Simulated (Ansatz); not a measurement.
## O: 5 runs along one coordinate

System: O (Fmmm, 2 atoms in the cell).
Method: Kohn-Sham DFT of a periodic cell, PBE, Ansatz PAW, no spin polarisation (Ansatz 0.2.0).

The 5 runs differ only in the geometry, by an even scaling of the cell at fixed fractional positions. The structure derives from a Materials Project entry.

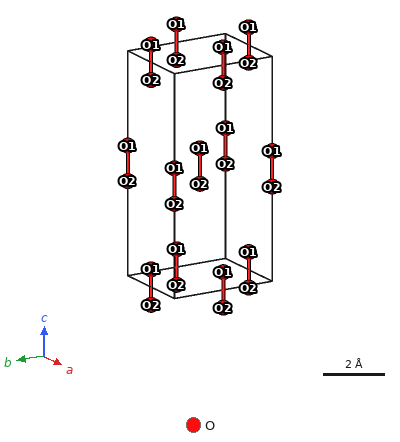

Figure 1. The structure of run 3 (ball-and-stick view of the cell 4 times as large as that of the calculation, set on its symmetry axes, seen at an oblique angle; atoms are numbered from 1 in the order of the input).

## Input of run 3
```yaml
crystal:
  lattice:
    - [0.0, 1.889885, 3.898837]
    - [1.501773, 0.0, 3.898837]
    - [1.501773, 1.889885, 0.0]
  atoms:
    - { symbol: O, position: [0.578902, 0.578902, 0.421098] }
    - { symbol: O, position: [0.421098, 0.421098, 0.578902] }
hamiltonian:
  xc: pbe
  pseudopotentials: { kind: paw }
kpoints:
  mp_grid: { grid: [12, 12, 12] }
scf:
  occupations: { method: fermi_dirac, width: 0.05 }
output:
  forces: true
  stress: true
  eigenvalues: true
```

Command:
```bash
ansatz run input.yaml --threads 2 --pin off --max-ram 5120MiB --backend cpu --events-out ev --progress --plain --runs-dir out
```

Lattice vectors (Å) and fractional positions of run 3:
```
   0.000000    1.889885    3.898837
   1.501773    0.000000    3.898837
   1.501773    1.889885    0.000000
O   0.578902  0.578902  0.421098
O   0.421098  0.421098  0.578902
```

Run 2 differs from it as follows:
```diff
-    - [0.0, 1.889885, 3.898837]
-    - [1.501773, 0.0, 3.898837]
-    - [1.501773, 1.889885, 0.0]
+    - [0.0, 1.8643428824, 3.8461435541]
+    - [1.4814762822, 0.0, 3.8461435541]
+    - [1.4814762822, 1.8643428824, 0.0]
```

## Results, with one run withheld

| run | volume per atom (Å³) | free energy per atom, from the lowest run given (meV) | pressure (GPa) |
| --- | --- | --- | --- |
| 1 | 10.402 | 6.38 | 5.41 |
| 2 | 10.623 | ? | ? |
| 3 | 11.066 | 0.00 | −1.95 |
| 4 | 11.287 | 4.08 | −3.94 |
| 5 | 11.730 | 19.83 | −7.33 |

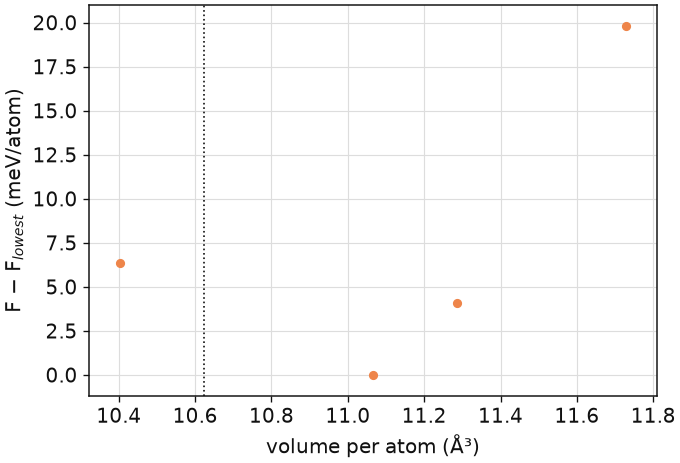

Figure 2. Free energy per atom of the runs given; the dotted line marks run 2.

Estimate the energy of run 2 from the others.

A quadratic polynomial in V^(−2/3) (the Birch–Murnaghan form), fitted to the 4 runs given, misses them by under 0.01 meV per atom. With x = V^(−2/3) − 0.20092 Å⁻², it reads F = 0.50146 − 1187.6 x + 2.065e+05 x² (meV per atom). At run 2 it gives 0.83 meV per atom, and the run itself gives 0.81. The slope of the fit gives a pressure −dF/dV of 2.70 GPa there, and the run prints 2.69 GPa. The fit has its minimum at 10.869 Å³ per atom, where V d²F/dV² gives 112 GPa. Cell shape and fractional positions are held, so this is the stiffness under even scaling; the relaxed bulk modulus wasn't computed and can be far lower in a crystal of layers, chains or molecules like this one.

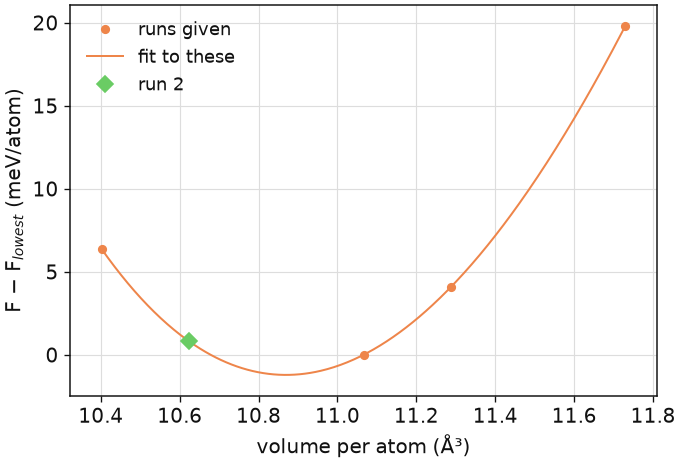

Figure 3. The fit and the withheld run.

## Output, shortened to warnings, some set-up lines, iterations and results (run 2)
```
Basis set: ecut = 420 eV, 399 PW (Γ), exchange–correlation on 60×60×32 points (8 copies of the dense FFT grid, shifted against one another)
Symmetry: 8 space group operations
k-points: 280 of 1728
Initial density: superposition of atomic densities (neutral atoms: chi_scale 0, normalization atom), corrected by the library's trained network
[...]
SCF iter   1: F=—  HF=-1129.719129 eV  |F-HF|=—  |Δ(HF+E_count)|=         —  Δρ=1.40e-2  dr2=1.31e-2  ethr=1.77e-3  ⟨swp⟩=5.4  Hψ=16667  notcnv=0
SCF iter   2: F=—  HF=-1129.718781 eV  |F-HF|=—  |Δ(HF+E_count)|=   3.48e-4  Δρ=5.50e-3  dr2=1.81e-3  ethr=1.09e-4  ⟨swp⟩=3.0  Hψ=7783  notcnv=0
SCF iter   3: F=—  HF=-1129.718430 eV  |F-HF|=—  |Δ(HF+E_count)|=   3.51e-4  Δρ=7.64e-4  dr2=4.94e-5  ethr=1.51e-5  ⟨swp⟩=2.2  Hψ=4523  notcnv=0
SCF iter   4: F=—  HF=-1129.718479 eV  |F-HF|=—  |Δ(HF+E_count)|=   4.85e-5  Δρ=1.47e-4  dr2=3.22e-6  ethr=4.12e-7  ⟨swp⟩=2.1  Hψ=4019  notcnv=0
SCF iter   5: F=-1129.718478 eV  HF=-1129.718478 eV  |F-HF|=2.40e-8  |Δ(HF+E_count)|=   4.06e-7  Δρ=2.12e-5  dr2=3.30e-8  ethr=2.68e-8  ⟨swp⟩=2.2  Hψ=4081  notcnv=0
SCF iter   6: F=-1129.718478 eV  HF=-1129.718478 eV  |F-HF|=3.02e-10  |Δ(HF+E_count)|=   3.30e-8  Δρ=4.45e-6  dr2=1.56e-9  ethr=2.75e-10  ⟨swp⟩=1.9  Hψ=9718  notcnv=0
SCF 1 converged in 6 iterations: F = -1129.718478 eV  dr2 = 1.56e-9
SCF converged after 6 iterations
Free energy (F): -1129.718478 eV
Harris-Foulkes:  -1129.718478 eV  (|F-HF|=3.02e-10)
Internal energy: -1129.710374 eV  (E = F + TS)
E sigma→0 (E₀):  -1129.714426 eV
Entropy (-TS):   -0.008104 eV (-4.052 meV/atom)
Fermi energy:    3.066435 eV
--- Per-component energies (eV) ---
  E_band       = -88.883301
  E_kinetic    = 342.717033
  E_local      = -836.512878  (includes V_loc(G=0)·N_el)
  E_nonlocal   = 96.688038
  E_hartree    = 280.252552
  E_xc         = -144.039003
  E_vxc        = -183.528426  (∫ρ·V_xc dr)
  E_paw        = -313.799031  (= ΣΔE_a)
  E_vpaw       = -68.756780  (= ΣTr[D̂ρ^β])
  E_aug_tail   = 0.004696  (compensation charges beyond the density's cutoff)
  E_ewald      = -555.021783
  E_smearing   = -0.008104  (= −TS)
  E_closure    = 0.000000  (closes the sum)
  Σ components = -1129.718478   (vs F -1129.718478, Δ=0.00e0)
--- Forces (eV/Å), atoms counted from 1 ---
  atom   1  O      0.00000000    -0.00000000    -0.11853432
  atom   2  O      0.00000000     0.00000000     0.11853432
  max |Σ_I F_I| component: 1.39e-17 eV/Å
--- Stress (GPa, compression-positive) ---
        4.444027      -0.000000       0.000000
       -0.000000       1.820594       0.000000
        0.000000       0.000000       1.799495
  P = ⅓ Tr σ = 2.6880 GPa (26.880 kbar)
```
